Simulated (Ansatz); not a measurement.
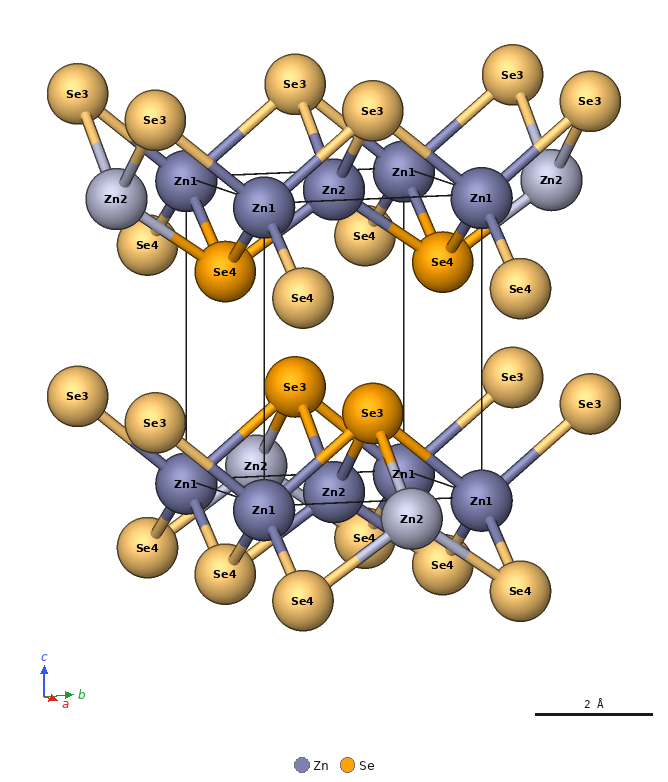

Fig. 1: The input geometry of the first run (ball-and-stick view of the cell of the calculation, seen slightly off an axis; neighbours outside the cell are drawn fainter; atoms are numbered from 1 in the order of the input).

## Two runs on ZnSe

System: ZnSe (P4mm, 4 atoms in the cell).
Method of the first run: DFT LDA, scalar-relativistic, plane waves, PAW, PAW set soft_1, no spin polarisation (Ansatz 0.2.0).

The structure derives from a Materials Project entry. Text and figures count atoms from 1; the logs count them from 0 in places.

**Input, the first run**
```yaml
crystal:
  lattice:
    - [3.9824792113, 0.0, 0.0]
    - [0.0, 3.9824792113, 0.0]
    - [0.0, 0.0, 5.256141662]
  atoms:
    - { symbol: Zn, position: [0.0, 0.0, -0.0133177537] }
    - { symbol: Zn, position: [0.5, 0.5, -0.0133177537] }
    - { symbol: Se, position: [0.0, 0.5, 0.2907263534] }
    - { symbol: Se, position: [0.5, 0.0, 0.7313251524] }
basis:
  ecutwfc: 520.0
kpoints:
  mp_grid: { grid: [8, 8, 6] }
hamiltonian:
  xc: lda
  pseudopotentials: { kind: paw, azcp: { folder: soft_1 } }
scf:
  occupations: { method: gaussian, width: 0.05 }
output:
  forces: true
  stress: true
  eigenvalues: true
```

Command:
```bash
ansatz run input.yaml --threads 2 --pin off --max-ram 4096MiB --backend cpu --events-out ev --progress --plain --runs-dir out
```

Hardware: 2 threads of Arm Neoverse N1, 98 GiB of memory available, shared host.

**Output, shortened to warnings, some set-up lines, iterations and results (the first run)**
```
Warning: [file] the record states the generating functional pbe (its physics header spells it `PBE`), which answers neither for hamiltonian.xc's functional nor for the lda family's — results may be inconsistent (PPs are generated against a specific XC)
Warning: [file] the record states the generating functional pbe (its physics header spells it `PBE`), which answers neither for hamiltonian.xc's functional nor for the lda family's — results may be inconsistent (PPs are generated against a specific XC)
Basis set: ecut = 520 eV, 2283 PW (Γ)
Symmetry: 8 space group operations
k-points: 60 of 384 (time reversal used)
Initial density: superposition of atomic densities (chi_scale 0.1, normalization cell, long waves kept (reshape's long-wave potential 0.08 eV rms))
[...]
SCF iter   1: F=—  HF=-17262.061798 eV  |F-HF|=—  |Δ(HF+E_count)|=         —  Δρ=6.47e-2  dr2=4.00e0  ethr=3.10e-3  ⟨swp⟩=6.6  Hψ=9243  notcnv=0
SCF iter   2: F=—  HF=-17261.078793 eV  |F-HF|=—  |Δ(HF+E_count)|=   9.83e-1  Δρ=1.78e-2  dr2=4.10e-1  ethr=3.10e-3  ⟨swp⟩=3.0  Hψ=3926  notcnv=0  defer=101
SCF iter   3: F=—  HF=-17260.912313 eV  |F-HF|=—  |Δ(HF+E_count)|=   1.66e-1  Δρ=1.25e-2  dr2=1.36e-1  ethr=7.32e-4  ⟨swp⟩=2.1  Hψ=3461  notcnv=0  defer=46
SCF iter   4: F=—  HF=-17260.880904 eV  |F-HF|=—  |Δ(HF+E_count)|=   3.14e-2  Δρ=5.68e-3  dr2=1.70e-2  ethr=2.43e-4  ⟨swp⟩=3.0  Hψ=3462  notcnv=0  defer=57
SCF iter   5: F=—  HF=-17260.884523 eV  |F-HF|=—  |Δ(HF+E_count)|=   3.62e-3  Δρ=9.67e-4  dr2=9.32e-4  ethr=3.03e-5  ⟨swp⟩=2.1  Hψ=3575  notcnv=0  defer=60
SCF iter   6: F=—  HF=-17260.883629 eV  |F-HF|=—  |Δ(HF+E_count)|=   8.95e-4  Δρ=6.02e-4  dr2=1.96e-4  ethr=1.66e-6  ⟨swp⟩=2.0  Hψ=3600  notcnv=0  defer=60
SCF iter   7: F=—  HF=-17260.883728 eV  |F-HF|=—  |Δ(HF+E_count)|=   9.90e-5  Δρ=2.34e-4  dr2=3.95e-5  ethr=3.50e-7  ⟨swp⟩=2.0  Hψ=3300  notcnv=0  defer=60
SCF iter   8: F=—  HF=-17260.883743 eV  |F-HF|=—  |Δ(HF+E_count)|=   1.52e-5  Δρ=3.18e-5  dr2=1.10e-6  ethr=7.06e-8  ⟨swp⟩=2.5  Hψ=3061  notcnv=0  defer=60
SCF iter   9: F=—  HF=-17260.883744 eV  |F-HF|=—  |Δ(HF+E_count)|=   5.30e-7  Δρ=1.57e-5  dr2=1.50e-7  ethr=1.96e-9  ⟨swp⟩=2.0  Hψ=3600  notcnv=0  defer=60
SCF iter  10: F=-17260.883743 eV  HF=-17260.883744 eV  |F-HF|=2.43e-8  |Δ(HF+E_count)|=   4.73e-8  Δρ=4.07e-6  dr2=1.92e-8  ethr=1.79e-10  ⟨swp⟩=10.1  Hψ=8946  notcnv=0
SCF 1 converged in 10 iterations: F = -17260.883743 eV  dr2 = 1.92e-8
SCF converged after 10 iterations
Free energy (F): -17260.883743 eV
Harris-Foulkes:  -17260.883744 eV  (|F-HF|=2.43e-8)
Internal energy: -17260.883743 eV  (E = F + TS)
E sigma→0 (E₀):  -17260.883743 eV
Fermi energy:    8.267697 eV
--- Per-component energies (eV) ---
  E_band       = -750.648797
  E_kinetic    = 520.143805
  E_local      = -9585.797865  (includes V_loc(G=0)·N_el)
  E_nonlocal   = 945.504462
  E_hartree    = 4445.416123
  E_xc         = -326.058699
  E_vxc        = -285.727411  (∫ρ·V_xc dr)
  E_paw        = -7743.125704  (= ΣΔE_a)
  E_vpaw       = -1235.603260  (= ΣTr[D̂ρ^β])
  E_aug_tail   = 0.000170  (compensation charges beyond the density's cutoff)
  E_ewald      = -5524.515044
  E_core_change = 7.549007  (= ΣΔE_core)
  E_smearing   = -0.000000  (= −TS)
  E_closure    = 0.000000  (closes the sum)
  Σ components = -17260.883743   (vs F -17260.883743, Δ=0.00e0)
--- Forces (eV/Å), atoms counted from 1 ---
  atom   1  Zn     0.00000000     0.00000000     1.04281748
  atom   2  Zn     0.00000000     0.00000000     1.04281748
  atom   3  Se    -0.00000000    -0.00000000    -0.96189993
  atom   4  Se    -0.00000000     0.00000000    -1.12375045
  max |Σ_I F_I| component: 1.54e-5 eV/Å
--- Stress (GPa, compression-positive) ---
        0.716223       0.000000       0.000000
        0.000000       0.716223       0.000000
        0.000000       0.000000      -0.177353
  P = ⅓ Tr σ = 0.4184 GPa (4.184 kbar)
```

For the second run the input was changed thus:
```diff
-  ecutwfc: 520.0
+  ecutwfc: "400 eV"
-  xc: lda
+  xc: revpbe
```

Predict how the results change.

The total energies belong to different methods, so their difference says nothing on which is more stable or more accurate. The gap on the mesh goes from 1.45 to 1.73 eV. The pressure goes from 0.42 to 8.54 GPa. The largest force goes from 1.124 to 1.758 eV/Å. The functional changes from LDA to revPBE. The number of SCF iterations is the same. The plane waves at Γ go from 2283 to 1545.

**Output, shortened to warnings, some set-up lines, iterations and results (the second run)**
```
Warning: basis.ecutwfc = 400 eV is below the records' recommended 420 eV, and the density's cutoff is lower with it unless basis.ecutrho_ratio is high enough to keep the records' density cutoff: compare with a run at a higher cutoff
Basis set: ecut = 400 eV, 1545 PW (Γ), exchange–correlation on 54×54×72 points (8 copies of the dense FFT grid, shifted against one another)
Symmetry: 8 space group operations
k-points: 60 of 384 (time reversal used)
Initial density: superposition of atomic densities (chi_scale 0.1, normalization cell, long waves kept (reshape's long-wave potential 0.08 eV rms))
[...]
SCF iter   1: F=—  HF=-17595.463007 eV  |F-HF|=—  |Δ(HF+E_count)|=         —  Δρ=6.79e-2  dr2=3.89e0  ethr=3.10e-3  ⟨swp⟩=6.6  Hψ=9249  notcnv=0
SCF iter   2: F=—  HF=-17594.530407 eV  |F-HF|=—  |Δ(HF+E_count)|=   9.33e-1  Δρ=1.90e-2  dr2=3.99e-1  ethr=3.10e-3  ⟨swp⟩=3.0  Hψ=3954  notcnv=0  defer=101
SCF iter   3: F=—  HF=-17594.391741 eV  |F-HF|=—  |Δ(HF+E_count)|=   1.39e-1  Δρ=1.33e-2  dr2=1.44e-1  ethr=7.12e-4  ⟨swp⟩=2.1  Hψ=3502  notcnv=0  defer=48
SCF iter   4: F=—  HF=-17594.371895 eV  |F-HF|=—  |Δ(HF+E_count)|=   1.98e-2  Δρ=5.35e-3  dr2=1.80e-2  ethr=2.57e-4  ⟨swp⟩=3.0  Hψ=3464  notcnv=0  defer=58
SCF iter   5: F=—  HF=-17594.377672 eV  |F-HF|=—  |Δ(HF+E_count)|=   5.78e-3  Δρ=9.72e-4  dr2=1.20e-3  ethr=3.21e-5  ⟨swp⟩=2.0  Hψ=3513  notcnv=0  defer=60
SCF iter   6: F=—  HF=-17594.377655 eV  |F-HF|=—  |Δ(HF+E_count)|=   1.63e-5  Δρ=6.68e-4  dr2=3.45e-4  ethr=2.15e-6  ⟨swp⟩=2.0  Hψ=3600  notcnv=0  defer=60
SCF iter   7: F=—  HF=-17594.378034 eV  |F-HF|=—  |Δ(HF+E_count)|=   3.79e-4  Δρ=2.06e-4  dr2=5.04e-5  ethr=6.15e-7  ⟨swp⟩=2.0  Hψ=3287  notcnv=0  defer=60
SCF iter   8: F=—  HF=-17594.378111 eV  |F-HF|=—  |Δ(HF+E_count)|=   7.73e-5  Δρ=5.37e-5  dr2=1.86e-6  ethr=8.99e-8  ⟨swp⟩=2.0  Hψ=3289  notcnv=0  defer=60
SCF iter   9: F=—  HF=-17594.378117 eV  |F-HF|=—  |Δ(HF+E_count)|=   5.95e-6  Δρ=2.31e-5  dr2=4.34e-7  ethr=3.32e-9  ⟨swp⟩=2.0  Hψ=3600  notcnv=0  defer=60
SCF iter  10: F=-17594.378118 eV  HF=-17594.378117 eV  |F-HF|=1.34e-7  |Δ(HF+E_count)|=   3.55e-8  Δρ=7.58e-6  dr2=5.94e-8  ethr=1.79e-10  ⟨swp⟩=9.0  Hψ=10878  notcnv=0
SCF 1 converged in 10 iterations: F = -17594.378118 eV  dr2 = 5.94e-8
SCF converged after 10 iterations
Free energy (F): -17594.378118 eV
Harris-Foulkes:  -17594.378117 eV  (|F-HF|=1.34e-7)
Internal energy: -17594.378118 eV  (E = F + TS)
E sigma→0 (E₀):  -17594.378118 eV
Fermi energy:    8.806748 eV
--- Per-component energies (eV) ---
  E_band       = -719.584542
  E_kinetic    = 518.714015
  E_local      = -9564.312110  (includes V_loc(G=0)·N_el)
  E_nonlocal   = 930.022665
  E_hartree    = 4445.876843
  E_xc         = -328.861189
  E_vxc        = -284.350171  (∫ρ·V_xc dr)
  E_paw        = -8070.793461  (= ΣΔE_a)
  E_vpaw       = -1211.415990  (= ΣTr[D̂ρ^β])
  E_aug_tail   = -0.001176  (compensation charges beyond the density's cutoff)
  E_ewald      = -5524.515044
  E_core_change = -0.508660  (= ΣΔE_core)
  E_smearing   = -0.000000  (= −TS)
  E_closure    = 0.000000  (closes the sum)
  Σ components = -17594.378118   (vs F -17594.378118, Δ=0.00e0)
--- Forces (eV/Å), atoms counted from 1 ---
  atom   1  Zn     0.00000000     0.00000000     1.11959589
  atom   2  Zn     0.00000000     0.00000000     1.11959589
  atom   3  Se    -0.00000000    -0.00000000    -0.48143482
  atom   4  Se    -0.00000000     0.00000000    -1.75778813
  max |Σ_I F_I| component: 3.12e-5 eV/Å
--- Stress (GPa, compression-positive) ---
        9.162199       0.000000       0.000000
        0.000000       9.162199       0.000000
        0.000000       0.000000       7.301767
  P = ⅓ Tr σ = 8.5421 GPa (85.421 kbar)
```

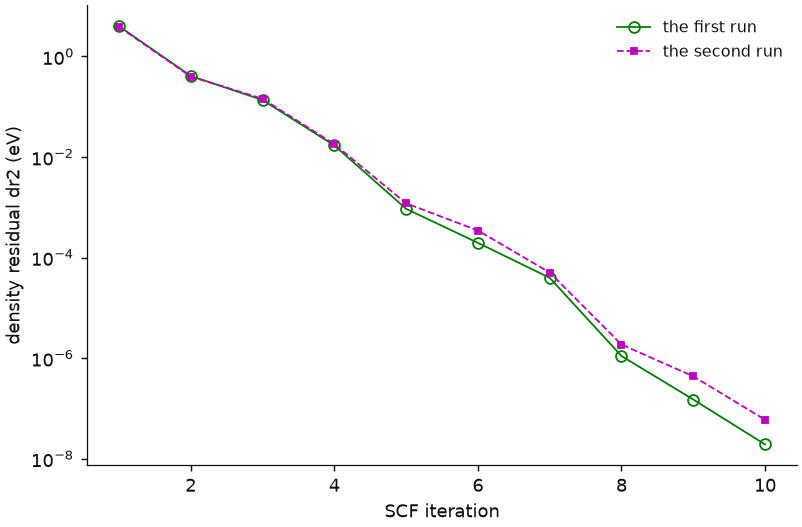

Fig. 2: Convergence of the two runs: density residual dr2 against the SCF iteration. The first run takes 10 iterations in all, and the second run takes 10.

**The two runs side by side**

| quantity | the first run | the second run |
| --- | --- | --- |
| outcome | converged | converged |
| free energy per atom (eV) | −4315.2209 | −4398.5945 |
| gap on the mesh (eV) | 1.45 | 1.73 |
| pressure (GPa) | 0.42 | 8.54 |
| largest force (eV/Å) | 1.124 | 1.758 |
| SCF iterations | 10 | 10 |
| irreducible k-points | 60 | 60 |
| plane waves at Γ | 2283 | 1545 |
| wall time (shared host) | 22 s | 17 s |

For the first run: Warnings: the PAW datasets were made with another functional. For the second run: These settings are looser than, or depart from, a standard set-up, so the numbers are not reference values for this system. Warnings: the cutoff is below the recommended one.
